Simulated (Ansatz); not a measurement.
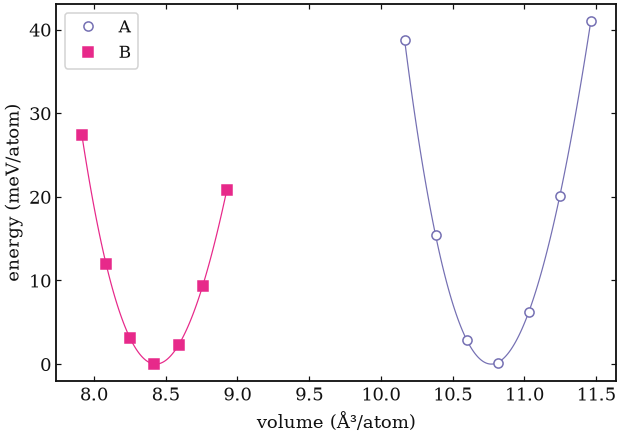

The figure compares two calculations of the energy against volume, each curve from its own zero. The first is for TaN, space group Fm-3m (No. 225).

The cell holds 2 atoms.

Computed with Ansatz 0.2.0: plane-wave DFT, no spin polarisation; energies at scaled volumes of the given cell, shape and fractions fixed, counted from the fit's minimum, third-order Birch-Murnaghan fit. Level: PBE.

k mesh 10×10×10; occupations Fermi–Dirac; smearing width 0.05 eV; potentials Ansatz PAW; wave cutoff 420 eV; density cutoff 1680 eV.

In the second, Ta is replaced by Al on all its sites, which gives AlN in the same structure. The second calculation uses k mesh 11×11×11.

Which of A and B is the second calculation, and what did the change do?

Answer. B. The equilibrium volume falls from 10.77 to 8.43 Å³/atom (−22 %) and the bulk modulus falls from 330 to 252 GPa (−24 %).

V0 and the bulk modulus come from third-order Birch–Murnaghan fits.
